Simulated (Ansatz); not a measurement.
Phonon calculation, with input and output: Ta2N

Ta2N (P-31m, 9 atoms in the cell), computed with DFT LDA, scalar-relativistic, plane waves, PAW, no spin polarisation (Ansatz 0.2.0).

The structure derives from a Materials Project entry. It belongs to a series of runs on one base structure; here: phonon dispersion, density of states and thermodynamics. Figures and captions count atoms from 1; the log counts them from 0 in places.

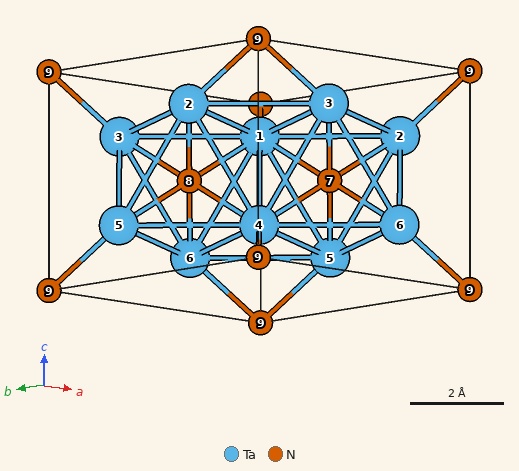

**Figure 1.** The input geometry (ball-and-stick view of the cell of the calculation, seen at an oblique angle; atoms are numbered from 1 in the order of the input). An atom can appear more than once, as a periodic image.

Input:
```yaml
crystal:
  lattice:
    - [5.2289405946, 0.0, 0.0]
    - [-2.6144702973, 4.5283953898, 0.0]
    - [0.0, 0.0, 4.8859305241]
  atoms:
    - { symbol: Ta, position: [0.6669978863, 0.6669978863, 0.7525760536] }
    - { symbol: Ta, position: [0.0, 0.3330021137, 0.7525760536] }
    - { symbol: Ta, position: [0.3330021137, 0.0, 0.7525760536] }
    - { symbol: Ta, position: [0.3330021137, 0.3330021137, 0.2474239464] }
    - { symbol: Ta, position: [0.0, 0.6669978863, 0.2474239464] }
    - { symbol: Ta, position: [0.6669978863, 0.0, 0.2474239464] }
    - { symbol: "N", position: [0.6666666667, 0.3333333333, 0.5] }
    - { symbol: "N", position: [0.3333333333, 0.6666666667, 0.5] }
    - { symbol: "N", position: [0.0, 0.0, 0.0] }
basis:
  ecutwfc: 420
kpoints:
  mp_grid: { grid: [12, 12, 8] }
hamiltonian:
  xc: lda
scf:
  occupations: { method: fermi_dirac, width: 0.15 }
output:
  eigenvalues: true
phonons:
  method: dfpt
  eigenvectors: true
  qmesh: [2, 2, 2]
  temperatures: { t_max: 1000, t_step: 100 }
  qpath:
    path:
      - [[0.0, 0.0, 0.0], [0.5, 0.0, 0.0], [0.33333333, 0.33333333, 0.0], [0.0, 0.0, 0.0], [0.0, 0.0, 0.5], [0.5, 0.0, 0.5], [0.33333333, 0.33333333, 0.5], [0.0, 0.0, 0.5]]
      - [[0.5, 0.0, 0.5], [0.5, 0.0, 0.0]]
      - [[0.33333333, 0.33333333, 0.5], [0.33333333, 0.33333333, 0.0], [0.33333333, 0.33333333, -0.5]]
    npoints: 8
```

Hardware: 4 threads of Intel Xeon (Granite Rapids), 32 GiB of memory available, shared host.

Run as:
```bash
ansatz run input.yaml --threads 4 --pin off --max-ram 12288MiB --backend cpu --events-out ev --progress --plain --runs-dir out
```

Output:
```
band count auto-derived: 57 (N_el = 93.0; filled up to band 47; 56 by the electrons, moments and atoms)
Engine: ansatz 0.2.0, x86_64-unknown-linux-gnu
Pseudopotentials: kind: paw
Pseudopotential: Ta, paw, valence charge 13, recommended cutoff 420 eV (normal), Ta.paw.azcp
Pseudopotential: N, paw, valence charge 5, recommended cutoff 420 eV (normal), N.paw.azcp
Functional definition: SPW92
  exchange = slater_x
  correlation = pw_c
Crystal: 9 atoms, lattice volume = 115.693 Å³
Basis set: ecut = 420 eV, 2255 PW (Γ), exchange–correlation on 72×72×72 points (8 copies of the dense FFT grid, shifted against one another)
Bands: 57, of which v1, the nominal top of the filled ones, is band 47 counted from 1 (46 counted from 0)
Symmetry: 12 space group operations
k-points: 131 of 1152
Non-local potential: Ta, projectors of the file, l = 0: 3, l = 1: 2, l = 2: 2, l = 3: 1
Non-local potential: N, projectors of the file, l = 0: 2, l = 1: 2, l = 2: 1
PAW form: soft (Blöchl's): semilocal exchange-correlation on the pseudo side does not see the compensation charge
PAW frozen core: Ta, regenerated for the run's functional, and the local potential with it (the file was generated under x = pbe(κ = 0.804, μ = 0.2195149727645171), c = pbe(β = 0.06672455060314922))
PAW frozen core: N, regenerated for the run's functional, and the local potential with it (the file was generated under x = pbe(κ = 0.804, μ = 0.2195149727645171), c = pbe(β = 0.06672455060314922))
PAW one-centre angular grid: Ta, 590 points (default); XC on 64 Gauss nodes
PAW one-centre angular grid: N, 110 points (default); XC on 64 Gauss nodes
Initial density: superposition of atomic densities (neutral atoms: chi_scale 0, normalization atom), corrected by the library's trained network
Initial wavefunctions: pseudopotential atomic-orbital guess
Functional: x = slater, c = lda
SCF iter   1: F=—  HF=-59227.271407 eV  |F-HF|=—  |Δ(HF+E_count)|=         —  Δρ=9.67e-3  dr2=1.03e-1  ethr=1.77e-3  ⟨swp⟩=5.9  Hψ=28763  notcnv=0
preconditioner: auto → Kerker (q_TF=auto, 2.631 Å⁻¹)  [metal: Δε(μ)=0.009 eV  Ē_g=8.194 eV  σ=0.150 eV  W_gap=0.01  n_scr=28 (ndim 8)  ℏωp=23.2 eV  f_vac=0.000  D(μ)=3.23/eV (n_scr^D=20)]
SCF iter   2: F=—  HF=-59227.252224 eV  |F-HF|=—  |Δ(HF+E_count)|=   1.92e-2  Δρ=5.07e-3  dr2=2.94e-2  ethr=1.11e-4  ⟨swp⟩=2.1  Hψ=10329  notcnv=0
SCF iter   3: F=—  HF=-59227.245941 eV  |F-HF|=—  |Δ(HF+E_count)|=   6.28e-3  Δρ=2.01e-3  dr2=5.76e-3  ethr=3.16e-5  ⟨swp⟩=2.0  Hψ=8670  notcnv=0
SCF iter   4: F=—  HF=-59227.244331 eV  |F-HF|=—  |Δ(HF+E_count)|=   1.61e-3  Δρ=3.79e-4  dr2=2.16e-4  ethr=6.19e-6  ⟨swp⟩=2.0  Hψ=10326  notcnv=0
SCF iter   5: F=—  HF=-59227.244283 eV  |F-HF|=—  |Δ(HF+E_count)|=   4.79e-5  Δρ=1.21e-4  dr2=1.46e-5  ethr=2.32e-7  ⟨swp⟩=2.0  Hψ=10465  notcnv=0
SCF iter   6: F=—  HF=-59227.244277 eV  |F-HF|=—  |Δ(HF+E_count)|=   5.69e-6  Δρ=3.57e-5  dr2=1.33e-6  ethr=1.57e-8  ⟨swp⟩=2.0  Hψ=10591  notcnv=0
SCF iter   7: F=—  HF=-59227.244277 eV  |F-HF|=—  |Δ(HF+E_count)|=   5.87e-7  Δρ=7.16e-6  dr2=6.43e-8  ethr=1.43e-9  ⟨swp⟩=2.0  Hψ=10453  notcnv=0
SCF iter   8: F=—  HF=-59227.244277 eV  |F-HF|=—  |Δ(HF+E_count)|=   2.08e-8  Δρ=1.22e-6  dr2=1.69e-9  ethr=6.92e-11  ⟨swp⟩=2.0  Hψ=9915  notcnv=0
SCF iter   9: F=—  HF=-59227.244277 eV  |F-HF|=—  |Δ(HF+E_count)|=  4.51e-10  Δρ=1.62e-7  dr2=5.39e-11  ethr=1.82e-12  ⟨swp⟩=2.0  Hψ=10434  notcnv=0
SCF iter  10: F=-59227.244277 eV  HF=-59227.244277 eV  |F-HF|=7.28e-12  |Δ(HF+E_count)|=  7.28e-12  Δρ=2.65e-8  dr2=1.52e-12  ethr=1.00e-12  ⟨swp⟩=7.5  Hψ=34409  notcnv=0
SCF 1 converged in 10 iterations: F = -59227.244277 eV  dr2 = 1.52e-12
  greatest PAW one-centre occupation: 1.000 electrons in one spin orbital (limit 2), on the Ta atom at site 5 (counted from 0), in its partial waves of l = 0
```

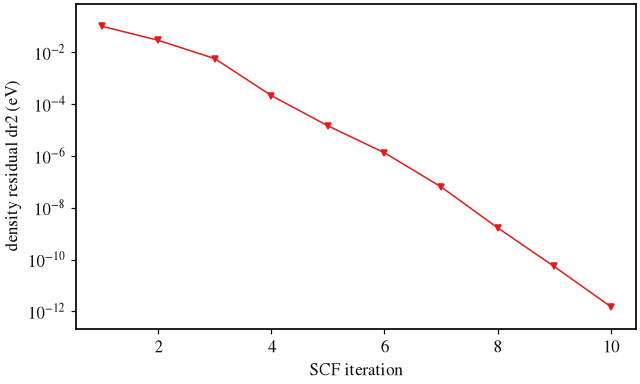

**Figure 2.** Convergence of the self-consistent field: density residual dr2 against the SCF iteration. The residual falls at every step.

```
phonons: the bands overlap, so this run is a metal and interpolates without the dipole-dipole term. If the crystal is really an insulator or semiconductor, its LO-TO splitting is missing
NSCF: frozen V_eff on 131 k-points
NSCF: frozen V_eff on 580 k-points
DFPT response loops at q = (0, 0, 0) (fractional): preconditioner auto → Kerker (q_TF=auto, 2.631 Å⁻¹) (partly filled bands, converged f_vac=0.000); β = 1.00, the filter's whole step (`scf.mixing.beta` (0.50) is not read by the response loops under this deck's `scf.mixing.preconditioner`; to damp them name `kerker` or `kerker_dos`, under which they read `scf.mixing.beta`, and type it under 1.00, their step now; both keys bind the ground state too); Broyden in place of MSR1
NSCF: frozen V_eff on 1160 k-points
DFPT response loops at q = (0, 0, -0.5) (fractional): mixed as the last ones told, above
NSCF: frozen V_eff on 1160 k-points
DFPT response loops at q = (0, -0.5, 0) (fractional): mixed as the last ones told, above
NSCF: frozen V_eff on 1160 k-points
DFPT response loops at q = (0, -0.5, -0.5) (fractional): mixed as the last ones told, above
SCF converged after 10 iterations
Free energy (F): -59227.244277 eV
Harris-Foulkes:  -59227.244277 eV  (|F-HF|=7.28e-12)
Internal energy: -59227.001959 eV  (E = F + TS)
E sigma→0 (E₀):  -59227.123118 eV
Entropy (-TS):   -0.242318 eV (-26.924 meV/atom)
Fermi energy:    20.280031 eV
--- Per-component energies (eV) ---
  E_band       = -459.398229
  E_kinetic    = 2611.346176
  E_local      = -3551.570635  (includes V_loc(G=0)·N_el)
  E_nonlocal   = 263.431390
  E_hartree    = 1227.290382
  E_xc         = -1488.124563
  E_vxc        = -1463.545173  (∫ρ·V_xc dr)
  E_paw        = -49251.188576  (= ΣΔE_a)
  E_vpaw       = -773.642043  (= ΣTr[D̂ρ^β])
  E_aug_tail   = 0.001300  (compensation charges beyond the density's cutoff)
  E_ewald      = -9039.980983
  E_core_change = 1.793549  (= ΣΔE_core)
  E_smearing   = -0.242318  (= −TS)
  E_closure    = 0.000000  (closes the sum)
  Σ components = -59227.244277   (vs F -59227.244277, Δ=0.00e0)
--- Band table (eV; the first three rows and the last of 131) ---
  k-point 0: bands = ["-47.9658", "-47.8772", "-47.8604", "-47.8604", "-47.8598", "-47.8598", "-15.3836", "-14.9503", "-14.7585", "-14.7585", "-14.7436", "-14.7436", "-14.7044", "-14.6018", "-14.5642", "-14.4563", "-14.4563", "-14.4404", "-14.4404", "-14.1446", "-14.1446", "-14.0304", "-14.0304", "-13.9869", "2.4943", "4.0250", "4.7297", "11.5273", "12.9588", "12.9588", "13.1977", "13.1977", "13.8922", "13.8922", "13.9979", "14.2498", "14.3257", "17.0743", "17.6000", "17.6000", "18.2792", "18.2792", "18.7427", "19.4085", "19.8086", "19.8086", "19.9174", "20.1570", "20.1570", "21.0149", "21.0149", "22.1018", "22.1018", "23.3134", "23.5212", "23.9671", "23.9671"]
  k-point 1: bands = ["-47.9624", "-47.8806", "-47.8607", "-47.8607", "-47.8595", "-47.8595", "-15.3492", "-14.9368", "-14.8643", "-14.8643", "-14.6870", "-14.6705", "-14.6705", "-14.6235", "-14.5788", "-14.5057", "-14.5057", "-14.3623", "-14.3623", "-14.1360", "-14.1360", "-14.0308", "-14.0308", "-14.0256", "2.5800", "4.0327", "4.6461", "11.5839", "12.4871", "12.4871", "13.5685", "13.5685", "13.8344", "13.9693", "13.9693", "13.9771", "14.8404", "17.1622", "17.6833", "17.6833", "18.2709", "18.2709", "18.6713", "19.2936", "19.5540", "19.5540", "19.8918", "20.3827", "20.3827", "21.2487", "21.2487", "22.0241", "22.0241", "22.8846", "23.5734", "23.8790", "23.8790"]
  k-point 2: bands = ["-47.9529", "-47.8902", "-47.8611", "-47.8611", "-47.8592", "-47.8592", "-15.2521", "-14.9638", "-14.9638", "-14.8984", "-14.6960", "-14.6941", "-14.6941", "-14.6270", "-14.6200", "-14.4636", "-14.4636", "-14.2936", "-14.2936", "-14.1306", "-14.1158", "-14.1158", "-14.0288", "-14.0288", "2.8224", "4.0512", "4.4086", "11.7400", "12.0105", "12.0105", "13.4453", "13.5793", "13.5793", "13.9276", "14.3811", "14.3811", "15.5311", "17.3988", "17.8496", "17.8496", "18.3073", "18.3073", "18.5145", "18.9864", "19.2221", "19.2221", "19.6669", "20.7078", "20.7078", "21.7427", "21.7427", "21.9862", "21.9862", "22.1039", "23.4366", "23.4366", "23.7530"]
  k-point 130: bands = ["-47.9043", "-47.9043", "-47.9043", "-47.8577", "-47.8567", "-47.8567", "-15.0950", "-15.0950", "-15.0169", "-14.7848", "-14.6834", "-14.6834", "-14.6610", "-14.6610", "-14.6335", "-14.4141", "-14.3465", "-14.3465", "-14.2934", "-14.2934", "-14.2004", "-14.0836", "-14.0307", "-14.0307", "3.7510", "3.7510", "3.8034", "11.7080", "11.9504", "11.9504", "13.4892", "13.4892", "14.0507", "14.2077", "14.4651", "14.4651", "16.0410", "16.4187", "16.4187", "16.7966", "17.3686", "17.3686", "18.4446", "18.4446", "18.8198", "20.3643", "20.3643", "21.0471", "22.0463", "22.4913", "22.4913", "22.9409", "22.9409", "23.0198", "23.8311", "23.8311", "23.9152"]
--- Phonons (Γ-DFPT): 6 representative perturbations + reference (Σ response iterations 20) ---
  ASR residual: 6.919e-4 → 0.000e0 eV/Å²; symmetrization residual: 4.747e-6 eV/Å²
  ASR residual per site (eV/Å²): 6.92e-4 6.92e-4 6.92e-4 6.92e-4 6.92e-4 6.92e-4 1.20e-4 1.20e-4 9.18e-5
  Γ frequencies (cm⁻¹): 0.00 0.00 0.00 115.69 115.69 151.06 151.06 157.42 157.42 164.57 164.65 166.53 177.01 177.01 179.83 179.83 201.80 247.40 568.14 568.14 611.83 616.38 616.99 616.99 625.21 646.34 646.34
--- Phonons (arbitrary-q DFPT): 4 irreducible q on the 2×2×2 mesh ---
  q = [0.0000, 0.0000, 0.0000] (star 1, of the zone-centre solve; hermiticity 4.66e-7, symmetrization 8.50e-9): -0.00 0.00 0.00 115.69 115.69 151.06 151.06 157.42 157.42 164.57 164.65 166.53 177.01 177.01 179.83 179.83 201.80 247.40 568.14 568.14 611.83 616.38 616.99 616.99 625.21 646.34 646.34
  q = [0.0000, 0.0000, -0.5000] (star 1, 6 solved perturbations in 1802 linear systems a pass and spin channel, the states on 580 of 1152 k-point pairs; hermiticity 3.36e-7, symmetrization 3.34e-8): 71.73 71.73 96.35 96.35 139.37 139.37 148.78 155.35 156.17 156.17 173.46 173.46 173.58 191.34 191.34 194.38 197.09 198.04 589.70 589.70 608.21 608.21 608.57 626.10 633.76 633.76 636.50
  q = [0.0000, -0.5000, 0.0000] (star 3, 12 solved perturbations in 4620 linear systems a pass and spin channel, the states on 580 of 1152 k-point pairs; hermiticity 6.52e-6, symmetrization 2.89e-6): 91.16 99.32 113.08 120.15 124.98 134.86 143.76 146.95 149.06 156.91 163.92 166.40 174.14 174.42 187.66 191.07 206.44 227.20 589.69 593.17 601.46 606.96 609.40 611.48 617.20 646.77 652.88
  q = [0.0000, -0.5000, -0.5000] (star 3, 12 solved perturbations in 4620 linear systems a pass and spin channel, the states on 580 of 1152 k-point pairs; hermiticity 1.11e-5, symmetrization 5.55e-6): 103.34 110.38 113.95 124.50 128.57 130.01 136.43 139.69 141.26 141.28 147.63 157.87 172.77 178.06 184.12 206.54 220.26 220.49 595.93 597.40 597.83 604.67 605.26 611.78 622.07 636.69 649.26
  sum rule: each row above includes the acoustic sum rule's correction from the zone centre's row sums; it moved no ω² by more than (1.53 cm⁻¹)²
  mesh force constants: q→R imaginary residual 1.74e-17; ASR residual 6.919e-4 → 0.000e0 eV/Å²; symmetrization residual 7.105e-15 eV/Å²
  interpolated dispersion: 83 rows × 27 modes
  density of states and harmonic sums: on the 14×14×14 q-mesh, interpolated from the force constants of a 2×2×2 supercell (no non-analytic term)
  largest difference from the sums on the solved wave vectors: F 8.86e-2 eV, S 1.21e-4 and C_V 3.22e-5 eV/K
  zero-point energy: 0.512469 eV/cell   skipped modes (ω ≤ 0): 3   left out of the sums: 4.05e-5 of the cell's modes: C_V's classical limit lies that fraction below 3 k_B per atom; for a crystal, a wire or a layer, F and S can be off by more, and a phonons.interpolated_qmesh denser along its periods is the remedy for the sampling
```

File phthermo.tsv:
```
# format = ansatz-phthermo/1
# interpolated_qmesh = 14 14 14
# force_constants_supercell = 2 2 2
# non_analytic_term = not included (the non-analytic LO-TO correction is not applied to the interpolated dynamical matrix; polar crystals: no LO-TO splitting at GAMMA, and LO and other optical branches, acoustic branches and sound speeds, and with them the density of states and the thermodynamics, can be off between the wave vectors that the force constants were sampled on, most near GAMMA; a larger extent of the force constants narrows that region and is not shown to mend the acoustic slopes)
# zero_point_energy_ev = 5.1246915316e-1
# n_skipped_modes = 3
# share_of_modes_left_out = 4.0492387431e-5
# rigid_motions_known_by = geometry
# t_k	f_vib_ev	s_ev_per_k	c_v_ev_per_k
0.0000	5.1246915316e-1	0.0000000000e0	0.0000000000e0
100.0000	4.8978250567e-1	6.8137169195e-4	1.0599618656e-3
200.0000	3.7346075577e-1	1.5995888725e-3	1.5854870335e-3
300.0000	1.7695581099e-1	2.3026717045e-3	1.8745005892e-3
400.0000	-8.2450708799e-2	2.8661597716e-3	2.0350452731e-3
500.0000	-3.9300293810e-1	3.3310098130e-3	2.1266698980e-3
600.0000	-7.4626862476e-1	3.7240509594e-3	2.1822092211e-3
700.0000	-1.1360265668e0	4.0633106391e-3	2.2179122727e-3
800.0000	-1.5575538938e0	4.3611456553e-3	2.2420428497e-3
900.0000	-2.0071675156e0	4.6262569926e-3	2.2590429445e-3
1000.0000	-2.4819262782e0	4.8649450686e-3	2.2714379524e-3
```

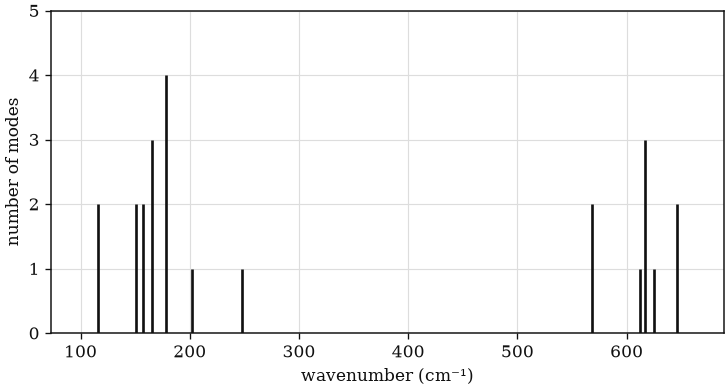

**Figure 3.** Optical phonons at the zone centre (no LO–TO term); neighbouring modes closer than 3 cm⁻¹ are counted in one stick. 24 modes from 116 to 646 cm⁻¹, none imaginary.

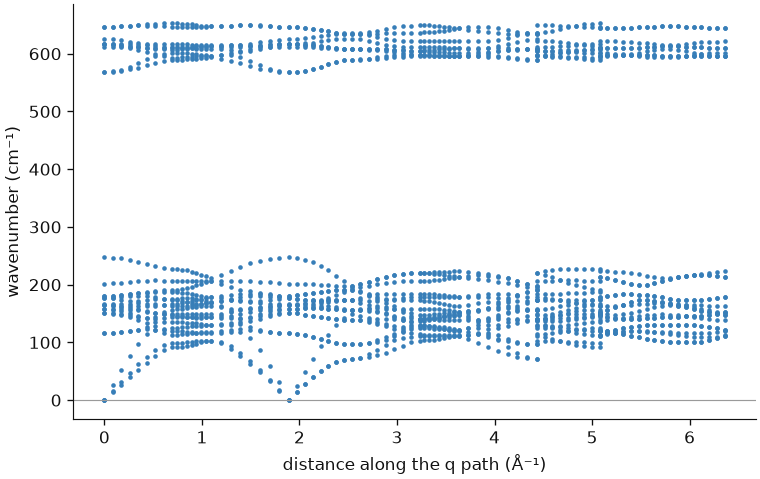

**Figure 4.** Phonon frequencies along the path of the input (imaginary ones negative). The highest is 653 cm⁻¹; no branch is clearly imaginary on this path.

Key numbers:

```json
{"quantity": "outcome", "value": "converged"}
{"quantity": "space group (tolerance 0.01 Å)", "value": "P-31m (162)"}
{"quantity": "electrons treated", "value": "93"}
{"quantity": "free energy", "value": "−59227.2443 eV"}
{"quantity": "Fermi energy", "value": "20.280 eV"}
{"quantity": "gap on the k-point mesh", "value": "none (metallic)"}
{"quantity": "wall time", "value": "24 min (CPU time 1.5 h)"}
{"quantity": "peak memory", "value": "7.4 GiB"}
```

Notes:

Results for this metal are sensitive to the k-point mesh. Spin–orbit coupling is left out, which matters for Ta. The cell holds an odd number of electrons but the run has no spin polarisation, so a band is left half filled.
